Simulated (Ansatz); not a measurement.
The Ansatz input:

```
crystal:
  lattice:
    - [2.9862502058, 0.0, 0.0]
    - [0.0, 3.2507778458, 0.0]
    - [0.0, 0.0, 4.6676955607]
  atoms:
    - { symbol: Si, position: [0.5, 0.5, 0.8436520584] }
    - { symbol: Si, position: [0.0, 0.0, 0.1563479416] }
    - { symbol: Ni, position: [0.5, 0.5, 0.3432138754] }
    - { symbol: Ni, position: [0.0, 0.0, 0.6567861246] }
basis:
  ecutwfc: 500
kpoints:
  mp_grid: { grid: [14, 12, 10] }
  band_path:
    path:
      - [[0.0, 0.0, 0.0], [0.5, 0.0, 0.0], [0.5, 0.5, 0.0], [0.0, 0.5, 0.0], [0.0, 0.0, 0.0], [0.0, 0.0, 0.5], [0.5, 0.0, 0.5], [0.5, 0.5, 0.5], [0.0, 0.5, 0.5], [0.0, 0.0, 0.5]]
      - [[0.5, 0.0, 0.0], [0.5, 0.0, 0.5]]
      - [[0.0, 0.5, 0.0], [0.0, 0.5, 0.5]]
      - [[0.5, 0.5, 0.0], [0.5, 0.5, 0.5]]
    npoints: 14
hamiltonian:
  xc: r2scan
scf:
  occupations: { method: gaussian, width: 0.1 }
  n_extra_bands: 10
output:
  forces: true
  stress: true
  eigenvalues: true
  populations: true
  dos: { projected: true, de: 0.02, nscf_kmesh: { grid: [21, 18, 15] } }
  bader: true
  write_density: true
  write_potential: true
  elf: true
  volumetric_format: npy
```

Command:
```bash
ansatz run input.yaml --threads 1 --pin off --max-ram 2560MiB --backend cpu --events-out ev --progress --plain --runs-dir out
```

What will the band structure look like? The path is Γ–X–S–Y–Γ–Z–U–R–T–Z|X–U|Y–T|S–R.

A metal: 4 bands cross the Fermi level along this path. Bands cross the Fermi level on Γ–X, Γ–Z, Z–U, U–R, R–T, T–Z and S–R, and not on X–S, S–Y, Y–Γ, X–U and Y–T. At S the nearest levels lie 1.76 eV below and 1.68 eV above the Fermi level.

The run has no spin polarisation, so a magnetic state may lie lower.

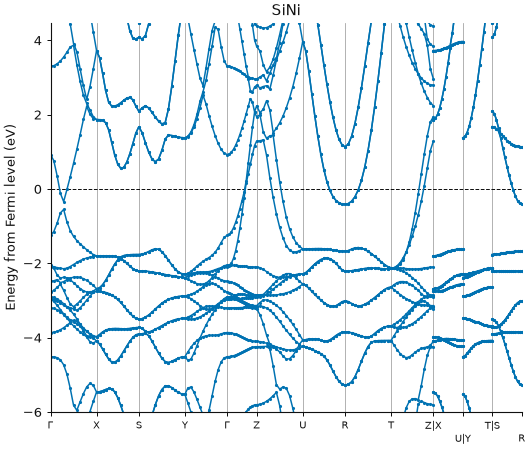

Band structure. Energies are counted from the Fermi level.
